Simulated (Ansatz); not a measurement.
**Single-point calculation of MoSe2 (part 2 of 3)**

Continued. System: MoSe2 (6 atoms in the cell). Method: DFT PBEsol+U, non-collinear, scalar-relativistic, plane waves, PAW, Ueff = 1 eV on Mo atom 1 d; Ueff = 1 eV on Mo atom 2 d (Ansatz 0.2.0); cutoff 420 eV, 7×7×2 k-mesh, Gaussian smearing of 0.05 eV, non-collinear spins. The structure derives from an entry of the Crystallography Open Database. It belongs to a series of runs on one base structure; here: canted directions held.

Geometry of the input (Å; fractional positions):
```
3.2880  0.0000  0.0000
-1.6440  2.8475  0.0000
0.0000  0.0000  12.9000
Mo 0.3333  0.6667  0.2500
Mo 0.6667  0.3333  0.7500
Se 0.3333  0.6667  0.6250
Se 0.6667  0.3333  0.1250
Se 0.3333  0.6667  0.8750
Se 0.6667  0.3333  0.3750
```

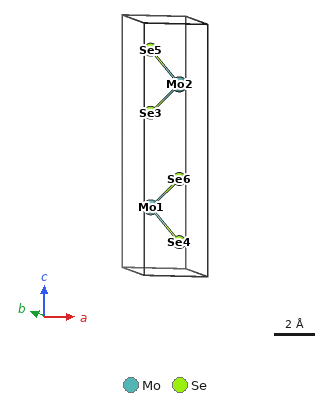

**Figure 1.** The input geometry (ball-and-stick view of the cell of the calculation, seen slightly off an axis; atoms are numbered from 1 in the order of the input).

## Output, continued
```
SCF iter   1: F=-31484.826335 eV  HF=-31492.707422 eV  |F-HF|=7.88e0  |Δ(HF+E_count)|=         —  Δρ=9.30e-2  dr2=1.02e1  dr2_m=2.74e0  ethr=3.10e-3  |M|=1.21e-2 ∫|m|=1.21e0 μB  |m|>n=0.0e0 m-floor=0.0e0 τ_xc=5.1e-4 mc-row=0.0e0  β_m=0.30  ⟨swp⟩=5.9  Hψ=21112  notcnv=0  defer=81
preconditioner: auto → Resta (q_TF=auto, 2.607 Å⁻¹)  ε∞=5.6  [insulator: Δε(μ)=0.090 eV  Ē_g=9.416 eV  σ=0.050 eV  W_gap=0.77  n_scr=40 (ndim 8)  ℏωp=20.3 eV  f_vac=0.027  D(μ)=0.69/eV (n_scr^D=4)  ε∞_Penn≈5.6]
spin=Noncollinear: Resta preconditioning applied to the charge; magnetization (m_x, m_y, m_z) channels mix plain (no charge-response kernel on spin).
SCF iter   2: F=-31490.539015 eV  HF=-31491.325954 eV  |F-HF|=7.87e-1  |Δ(HF+E_count)|=    1.38e0  Δρ=6.49e-2  dr2=1.78e0  dr2_m=1.33e0  ethr=3.10e-3  |M|=1.94e-2 ∫|m|=1.20e0 μB  |m|>n=0.0e0 m-floor=0.0e0 τ_xc=4.4e-4 mc-row=0.0e0  β_m=0.45  ⟨swp⟩=2.1  Hψ=9586  notcnv=0  defer=796
SCF iter   3: F=-31491.165176 eV  HF=-31491.262411 eV  |F-HF|=9.72e-2  |Δ(HF+E_count)|=   6.35e-2  Δρ=2.92e-2  dr2=3.15e-1  dr2_m=2.70e-1  ethr=1.93e-3  |M|=4.34e-4 ∫|m|=9.21e-1 μB  |m|>n=0.0e0 m-floor=0.0e0 τ_xc=2.3e-4 mc-row=0.0e0  β_m=0.65  ⟨swp⟩=2.6  Hψ=7639  notcnv=0  defer=796
SCF iter   4: F=-31491.287964 eV  HF=-31491.289735 eV  |F-HF|=1.77e-3  |Δ(HF+E_count)|=   2.73e-2  Δρ=2.65e-3  dr2=9.09e-3  dr2_m=2.20e-3  ethr=3.43e-4  |M|=1.82e-4 ∫|m|=5.96e-1 μB  |m|>n=0.0e0 m-floor=0.0e0 τ_xc=7.8e-5 mc-row=0.0e0  β_m=0.66  ⟨swp⟩=3.0  Hψ=9075  notcnv=0  defer=730
SCF iter   5: F=-31491.291219 eV  HF=-31491.290344 eV  |F-HF|=8.76e-4  |Δ(HF+E_count)|=   6.09e-4  Δρ=1.32e-3  dr2=2.41e-3  dr2_m=5.55e-4  ethr=9.88e-6  |M|=1.45e-4 ∫|m|=5.54e-1 μB  |m|>n=0.0e0 m-floor=0.0e0 τ_xc=6.4e-5 mc-row=0.0e0  β_m=0.80  ⟨swp⟩=2.0  Hψ=10718  notcnv=0  defer=738
SCF iter   6: F=-31491.291500 eV  HF=-31491.291669 eV  |F-HF|=1.69e-4  |Δ(HF+E_count)|=   1.33e-3  Δρ=4.18e-4  dr2=5.33e-4  dr2_m=7.72e-6  ethr=2.62e-6  |M|=1.47e-4 ∫|m|=5.17e-1 μB  |m|>n=0.0e0 m-floor=0.0e0 τ_xc=6.1e-5 mc-row=0.0e0  β_m=0.90  ⟨swp⟩=2.0  Hψ=7542  notcnv=0  defer=738
SCF iter   7: F=-31491.291766 eV  HF=-31491.291807 eV  |F-HF|=4.15e-5  |Δ(HF+E_count)|=   1.39e-4  Δρ=1.80e-4  dr2=8.01e-5  dr2_m=1.73e-6  ethr=5.80e-7  |M|=1.61e-4 ∫|m|=5.10e-1 μB  |m|>n=0.0e0 m-floor=0.0e0 τ_xc=5.6e-5 mc-row=0.0e0  β_m=0.94  ⟨swp⟩=2.0  Hψ=7097  notcnv=0  defer=738
SCF iter   8: F=-31491.291775 eV  HF=-31491.291825 eV  |F-HF|=4.96e-5  |Δ(HF+E_count)|=   1.75e-5  Δρ=1.35e-4  dr2=5.84e-5  dr2_m=4.28e-7  ethr=8.70e-8  |M|=1.52e-4 ∫|m|=5.11e-1 μB  |m|>n=0.0e0 m-floor=0.0e0 τ_xc=5.7e-5 mc-row=0.0e0  β_m=0.76  ⟨swp⟩=2.0  Hψ=8692  notcnv=0  defer=738
SCF iter   9: F=-31491.291821 eV  HF=-31491.291821 eV  |F-HF|=1.43e-8  |Δ(HF+E_count)|=   3.80e-6  Δρ=3.04e-5  dr2=2.10e-6  dr2_m=1.36e-7  ethr=6.35e-8  |M|=1.52e-4 ∫|m|=5.11e-1 μB  |m|>n=0.0e0 m-floor=0.0e0 τ_xc=5.8e-5 mc-row=0.0e0  β_m=0.76  ⟨swp⟩=2.0  Hψ=6965  notcnv=0  defer=738
Mixer restart at iter 9: flushing history
SCF iter  10: F=-31493.395856 eV  HF=-31491.292340 eV  |F-HF|=2.10e0  |Δ(HF+E_count)|=         —  Δρ=5.60e-5  dr2=7.91e-6  dr2_m=1.79e-7  ethr=2.29e-9  |M|=1.53e-4 ∫|m|=5.11e-1 μB  |m|>n=0.0e0 m-floor=0.0e0 τ_xc=5.8e-5 mc-row=0.0e0  β_m=0.76  ⟨swp⟩=2.0  Hψ=10622  notcnv=0  defer=738
SCF iter  11: F=-31493.369412 eV  HF=-31493.360391 eV  |F-HF|=9.02e-3  |Δ(HF+E_count)|=    2.07e0  Δρ=8.18e-3  dr2=1.97e-1  dr2_m=5.19e-3  ethr=2.29e-9  |M|=9.75e-6 ∫|m|=2.73e-1 μB  |m|>n=0.0e0 m-floor=0.0e0 τ_xc=1.4e-5 mc-row=0.0e0  β_m=0.16  ⟨swp⟩=5.8  Hψ=18434  notcnv=0  defer=738
SCF iter  12: F=-31493.478094 eV  HF=-31493.396615 eV  |F-HF|=8.15e-2  |Δ(HF+E_count)|=   3.62e-2  Δρ=4.63e-3  dr2=5.28e-2  dr2_m=4.46e-3  ethr=2.29e-9  |M|=6.34e-6 ∫|m|=2.40e-1 μB  |m|>n=0.0e0 m-floor=0.0e0 τ_xc=1.0e-5 mc-row=0.0e0  β_m=0.20  ⟨swp⟩=4.2  Hψ=20189  notcnv=0  defer=760
SCF iter  13: F=-31493.515792 eV  HF=-31493.450639 eV  |F-HF|=6.52e-2  |Δ(HF+E_count)|=   5.40e-2  Δρ=2.95e-3  dr2=2.41e-3  dr2_m=2.75e-3  ethr=2.29e-9  |M|=2.70e-6 ∫|m|=1.85e-1 μB  |m|>n=0.0e0 m-floor=0.0e0 τ_xc=5.9e-6 mc-row=0.0e0  β_m=0.78  ⟨swp⟩=4.8  Hψ=18791  notcnv=0  defer=760
SCF iter  14: F=-31493.523798 eV  HF=-31493.523496 eV  |F-HF|=3.02e-4  |Δ(HF+E_count)|=   7.29e-2  Δρ=6.81e-4  dr2=1.10e-4  dr2_m=1.46e-4  ethr=2.29e-9  |M|=4.56e-9 ∫|m|=3.22e-2 μB  |m|>n=0.0e0 m-floor=0.0e0 τ_xc=1.8e-7 mc-row=0.0e0  β_m=0.80  ⟨swp⟩=5.0  Hψ=19106  notcnv=0  defer=760
SCF iter  15: F=-31493.524081 eV  HF=-31493.524111 eV  |F-HF|=3.04e-5  |Δ(HF+E_count)|=   6.15e-4  Δρ=1.31e-4  dr2=9.44e-6  dr2_m=5.43e-6  ethr=2.29e-9  |M|=1.62e-7 ∫|m|=5.85e-3 μB  |m|>n=0.0e0 m-floor=0.0e0 τ_xc=5.5e-9 mc-row=0.0e0  β_m=0.71  ⟨swp⟩=3.2  Hψ=16563  notcnv=0  defer=768
SCF iter  16: F=-31493.524104 eV  HF=-31493.524103 eV  |F-HF|=1.74e-6  |Δ(HF+E_count)|=   8.75e-6  Δρ=7.28e-5  dr2=1.34e-6  dr2_m=1.67e-6  ethr=2.29e-9  |M|=4.96e-8 ∫|m|=3.30e-3 μB  |m|>n=0.0e0 m-floor=0.0e0 τ_xc=1.9e-9 mc-row=0.0e0  β_m=0.86  ⟨swp⟩=3.0  Hψ=12526  notcnv=0  defer=768
SCF iter  17: F=-31493.524105 eV  HF=-31493.524106 eV  |F-HF|=9.22e-7  |Δ(HF+E_count)|=   3.39e-6  Δρ=1.95e-5  dr2=1.12e-6  dr2_m=5.05e-8  ethr=1.45e-9  |M|=3.78e-8 ∫|m|=5.84e-4 μB  |m|>n=0.0e0 m-floor=0.0e0 τ_xc=8.2e-11 mc-row=0.0e0  β_m=0.77  ⟨swp⟩=2.1  Hψ=10693  notcnv=0  defer=768
iter 18 did not close the SCF: its close was put off for a magnetic moment that had not settled (scf_convergence_deferred on its scf_iter line)
SCF iter  18: F=-31493.524106 eV  HF=-31493.524106 eV  |F-HF|=3.11e-8  |Δ(HF+E_count)|=   3.77e-8  Δρ=6.57e-6  dr2=8.77e-8  dr2_m=9.01e-9  ethr=1.09e-10  |M|=7.41e-13 ∫|m|=2.10e-4 μB  |m|>n=0.0e0 m-floor=0.0e0 τ_xc=1.1e-11 mc-row=0.0e0  β_m=0.85  ⟨swp⟩=13.0  Hψ=45315  notcnv=0
iter 19 did not close the SCF: its close was put off for a magnetic moment that had not settled (scf_convergence_deferred on its scf_iter line)
SCF iter  19: F=-31493.524106 eV  HF=-31493.524106 eV  |F-HF|=4.81e-9  |Δ(HF+E_count)|=   2.23e-8  Δρ=1.91e-6  dr2=6.28e-9  dr2_m=1.16e-9  ethr=9.54e-11  |M|=3.47e-14 ∫|m|=7.66e-5 μB  |m|>n=0.0e0 m-floor=0.0e0 τ_xc=1.6e-12 mc-row=0.0e0  β_m=0.93  ⟨swp⟩=5.2  Hψ=34130  notcnv=0
SCF iter  20: F=-31493.524106 eV  HF=-31493.524106 eV  |F-HF|=3.82e-10  |Δ(HF+E_count)|=   7.17e-9  Δρ=4.94e-7  dr2=6.67e-10  dr2_m=3.01e-11  ethr=6.83e-12  |M|=4.20e-15 ∫|m|=1.04e-5 μB  |m|>n=0.0e0 m-floor=0.0e0 τ_xc=7.9e-14 mc-row=0.0e0  ⟨swp⟩=4.8  Hψ=30148  notcnv=0
WARN: the starting moments were not kept: the SCF closed with an absolute magnetisation of 1.0e-5 μB, where they sum to 4 μB in size (2 sites). That is at most 0.1 of that sum. Measured as dr2_m measures the in/out step, that magnetisation stands 9.2e-12 eV from none, at or under the dr2_threshold of 1.0e-7 eV: it is no larger than a step whose dr2_m would equal this threshold. The system may hold no moment; this SCF shows only that its start led to no more than that. To try another start: raise the starting moments (crystal.atoms[].spin, magnetization.per_species, magnetization.initial_magnetization, or on a non-collinear deck that types none of these the spinor_matrix: blocks that start its atoms; where the total moment is fixed, keep their sum and leave initial_magnetization as it is; typed ones take the place of any that the run laid by itself, positive ones on a crystal's lanthanoids without a Hubbard term where scf.initial_density.shell_occupations: [] is typed) or, if the notice of its spin-set hold's release reads "site moments contracting" or "site moments show no strong build", lengthen the hold (scf.mixing.spin_hold: { on: { confirm: 4 } }; for m-r²SCAN on two components see the key's manual first). Each may lead to a state that holds a moment.
WARN: hamiltonian.hubbard: on 2 of 2 specified blocks the occupation matrix of this SCF's result fails the test of the specified filling. At site 0 (sites count from 0 in the list of atoms of the cell that this SCF solves) the least filled combination of the orbitals specified full has occupation 0.541, and the fullest combination of the orbitals specified empty has occupation 0.587; the filling counts as kept where the first is at least 0.75 and exceeds the second by more than 0.25. The same holds at site 1. The state of this SCF's result may not hold the specified filling, though these bounds can also misjudge a state that does. This warning does not say which state is lower in energy, or whether the specified filling is a self-consistent state at all; see hamiltonian.hubbard.sites[].starting_ns, Limitations, and scf.initial_density.shell_occupations in the input reference
SCF 1 converged in 20 iterations: F = -31493.524106 eV  dr2 = 6.67e-10
  greatest PAW one-centre occupation: 1.000 electrons in one spin orbital (limit 2), on the Se atom at site 5 (counted from 0), in its partial waves of l = 2
SCF converged after 20 iterations
Stability not checked: this state was not tested for a lower state beside it, because a magnetisation constraint still acts at the end of the SCF (magnetization_constraint; see scf.lower_state_search)
Magnetization: |M| = 0.0000 μB,  M = (-0.0000, -0.0000, +0.0000) μB
Absolute magnetization: 0.0000 μB (∫|m|, with the PAW one-centre terms)
  site 0: m = (+0.0000, +0.0000, +0.0000) μB, |m| = 0.0000 μB  (R = 1.03 Å)
  site 1: m = (+0.0000, +0.0000, -0.0000) μB, |m| = 0.0000 μB  (R = 1.03 Å)
  site 2: m = (-0.0000, +0.0000, +0.0000) μB, |m| = 0.0000 μB  (R = 1.03 Å)
  site 3: m = (-0.0000, +0.0000, -0.0000) μB, |m| = 0.0000 μB  (R = 1.03 Å)
  site 4: m = (-0.0000, -0.0000, +0.0000) μB, |m| = 0.0000 μB  (R = 1.03 Å)
  site 5: m = (-0.0000, -0.0000, -0.0000) μB, |m| = 0.0000 μB  (R = 1.03 Å)
--- Magnetisation constraints (ε_frz = 1.0e-4 eV) ---
  site  kind           target                            achieved (μB)             |Δ|max (μB)  g (eV/μB)                     λ_eff  esc  ok   flags
  0     per_site_axis  ê (+0.000, +0.000, +1.000) ≥0.00  (+0.000, +0.000, +0.000)  1.21e-7      (+2.4e-7, +2.1e-16, +0.0e0)   1.000  0    yes
  1     per_site_axis  ê (+0.500, +0.000, -0.866) ≥0.00  (+0.000, +0.000, -0.000)  1.04e-7      (+2.1e-7, +1.4e-15, +1.2e-7)  1.000  0    yes
Free energy (F): -31493.524106 eV
Harris-Foulkes:  -31493.524106 eV  (|F-HF|=3.82e-10)
Internal energy: -31493.524106 eV  (E = F + TS)
E sigma→0 (E₀):  -31493.524106 eV
Fermi energy:    12.923979 eV
--- Per-component energies (eV) ---
  E_band       = -1641.029441
  E_kinetic    = 1364.311644
  E_local      = -12159.373562  (includes V_loc(G=0)·N_el)
  E_nonlocal   = -2079.428564
  E_hartree    = 5754.191492
  E_xc         = -782.022215
  E_vxc        = -854.437393  (∫ρ·V_xc dr)
  E_hubbard    = 2.478071  (on-site DFT+U / exact-exchange correction)
  E_vhub       = -0.370182  (the Hubbard potential's part of the band-sum identity)
  E_paw        = -13759.764282  (= ΣΔE_a)
  E_vpaw       = 579.889424  (= ΣTr[D̂ρ^β])
  E_aug_tail   = -0.002313  (compensation charges beyond the density's cutoff)
  E_constr_dc  = 0.000000  (∫m·b dr)
  E_ewald      = -9838.366777
  E_core_change = 4.452400  (= ΣΔE_core)
  E_smearing   = -0.000000  (= −TS)
  E_closure    = 0.000000  (closes the sum)
  E_penalty    = 0.000000  (constraint; not in F)
  Σ components = -31493.524106   (vs F -31493.524106, Δ=0.00e0)
--- Hubbard shell moments (per corrected site; Tr N, ν in electrons; μ in μ_B) ---
  shell 0: Tr N=5.3263  μ_S=(+0.0000, +0.0000, +0.0000)  μ_L=(+0.0000, +0.0000, -0.0000)  μ=(+0.0000, +0.0000, +0.0000)  ν=0.0000 along (+0.012, +0.000, +1.000)
  shell 1: Tr N=5.3263  μ_S=(+0.0000, +0.0000, -0.0000)  μ_L=(-0.0000, -0.0000, +0.0000)  μ=(+0.0000, +0.0000, -0.0000)  ν=0.0000 along (+0.510, +0.000, -0.860)
--- Specified on-site occupations, and those of the state reported ---
  electrons in the specified blocks: 4.2000 specified, 10.6527 found
  site 0 (l=d): largest change of an orbital's occupation 0.5666; electrons 2.1000 specified, 5.3263 found; spectral distance 1.5136
  site 1 (l=d): largest change of an orbital's occupation 0.5666; electrons 2.1000 specified, 5.3263 found; spectral distance 1.5136
--- Forces (eV/Å), atoms counted from 1 ---
  atom   1  Mo     0.00000000    -0.00000043     0.00000000
  atom   2  Mo    -0.00000000     0.00000043     0.00000000
  atom   3  Se     0.00000000    -0.00000005    -0.78655010
  atom   4  Se    -0.00000000     0.00000005    -0.78655108
  atom   5  Se    -0.00000000    -0.00000005     0.78655010
  atom   6  Se     0.00000000     0.00000005     0.78655108
  max |Σ_I F_I| component: 3.69e-9 eV/Å
--- Stress (GPa, compression-positive) ---
        1.247701       0.000000       0.000000
        0.000000       1.247691       0.000000
        0.000000       0.000000       6.869442
  P = ⅓ Tr σ = 3.1216 GPa (31.216 kbar)
--- Band table (eV; the first three rows and the last of 56) ---
  k-point 0: bands = ["-48.7232", "-48.7232", "-48.7231", "-48.7231", "-35.4807", "-35.4807", "-35.4807", "-35.4807", "-35.4807", "-35.4807", "-35.4807", "-35.4807", "-35.4802", "-35.4802", "-35.4802", "-35.4802", "-35.4802", "-35.4802", "-35.4802", "-35.4802", "-35.4404", "-35.4404", "-35.4404", "-35.4404", "-35.4402", "-35.4402", "-35.4402", "-35.4402", "-35.4389", "-35.4389", "-35.4389", "-35.4389", "-35.4387", "-35.4387", "-35.4387", "-35.4387", "-35.4242", "-35.4242", "-35.4240", "-35.4240", "-35.4209", "-35.4209", "-35.4207", "-35.4207", "-22.9275", "-22.9275", "-22.9275", "-22.9275", "-22.7480", "-22.7480", "-22.7480", "-22.7480", "-22.7480", "-22.7480", "-22.7480", "-22.7480", "-2.6431", "-2.6431", "-2.4084", "-2.4084", "-1.5274", "-1.5274", "-1.1515", "-1.1515", "5.7422", "5.7422", "6.7625", "6.7625", "9.1099", "9.1099", "9.4922", "9.4922", "9.4922", "9.4922", "9.5046", "9.5046", "9.5046", "9.5046", "10.5963", "10.5963", "10.5963", "10.5963", "10.6354", "10.6354", "10.6354", "10.6354", "11.3031", "11.3031", "11.5871", "11.5871", "12.4179", "12.4179", "14.8704", "14.8704", "14.8704", "14.8704", "14.9203", "14.9203", "14.9203", "14.9203", "15.1487", "15.1487", "15.1487", "15.1487", "15.3255", "15.3255", "15.3255", "15.3255", "17.5315", "17.5315", "17.9402", "17.9402"]
  k-point 1: bands = ["-48.7231", "-48.7231", "-48.7231", "-48.7231", "-35.4807", "-35.4807", "-35.4807", "-35.4807", "-35.4807", "-35.4807", "-35.4807", "-35.4807", "-35.4802", "-35.4802", "-35.4802", "-35.4802", "-35.4802", "-35.4802", "-35.4802", "-35.4802", "-35.4403", "-35.4403", "-35.4403", "-35.4403", "-35.4403", "-35.4403", "-35.4403", "-35.4403", "-35.4388", "-35.4388", "-35.4388", "-35.4388", "-35.4388", "-35.4388", "-35.4388", "-35.4388", "-35.4241", "-35.4241", "-35.4241", "-35.4241", "-35.4208", "-35.4208", "-35.4208", "-35.4208", "-22.9275", "-22.9275", "-22.9275", "-22.9275", "-22.7480", "-22.7480", "-22.7480", "-22.7480", "-22.7480", "-22.7480", "-22.7480", "-22.7480", "-2.5423", "-2.5423", "-2.5423", "-2.5423", "-1.3247", "-1.3247", "-1.3247", "-1.3247", "6.1681", "6.1681", "6.1681", "6.1681", "9.4983", "9.4983", "9.4983", "9.4983", "9.4983", "9.4983", "9.4983", "9.4983", "10.0572", "10.0572", "10.0572", "10.0572", "10.6158", "10.6158", "10.6158", "10.6158", "10.6158", "10.6158", "10.6158", "10.6158", "12.2278", "12.2278", "12.2278", "12.2278", "14.8871", "14.8871", "14.8871", "14.8871", "14.8871", "14.8871", "14.8871", "14.8871", "15.2449", "15.2449", "15.2449", "15.2449", "15.2449", "15.2449", "15.2449", "15.2449", "17.7680", "17.7680", "17.7680", "17.7680"]
```
